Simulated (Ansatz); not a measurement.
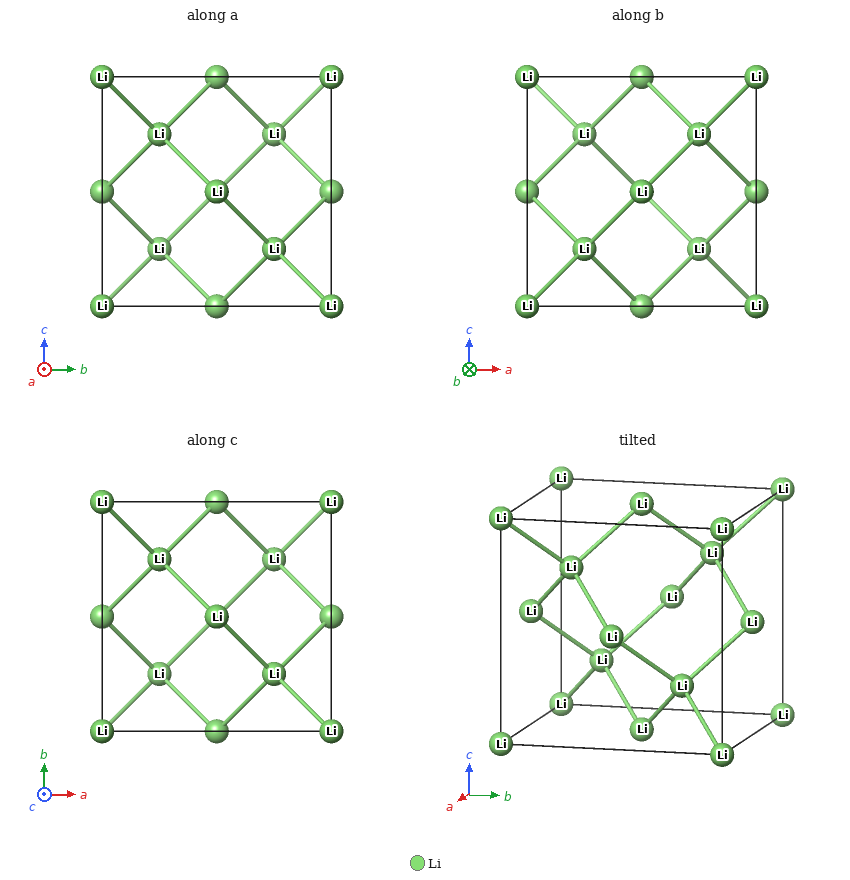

The figure gives a ball-and-stick picture of the atoms, viewed along the a axis, along the b axis, along the c axis and slightly off an axis. Atoms at the boundary of the conventional unit cell (the box) are drawn once for each face, edge or corner they touch.

Lattice parameters: a = 5.8952 Å, b = 5.8952 Å, c = 5.8952 Å, α = 90.000°, β = 90.000°, γ = 90.000°.

Write down what is shown as a CIF with its space group and independent sites.

Answer.
```cif
data_structure
_symmetry_space_group_name_H-M 'F d -3 m :1'
_symmetry_Int_Tables_number 227
_cell_length_a 5.8952
_cell_length_b 5.8952
_cell_length_c 5.8952
_cell_angle_alpha 90.000
_cell_angle_beta 90.000
_cell_angle_gamma 90.000
_cell_volume 204.88
loop_
_atom_site_label
_atom_site_type_symbol
_atom_site_symmetry_multiplicity
_atom_site_Wyckoff_symbol
_atom_site_fract_x
_atom_site_fract_y
_atom_site_fract_z
_atom_site_occupancy
Li1 Li 8 a 0.2500 0.7500 0.7500 1
```

Source of the structure: a structure type filled with this element by a generator (whether the element takes this form wasn't checked). Earlier steps of the study may have refined or changed the cell and positions. Ansatz was used for an electronic-structure calculation on it.
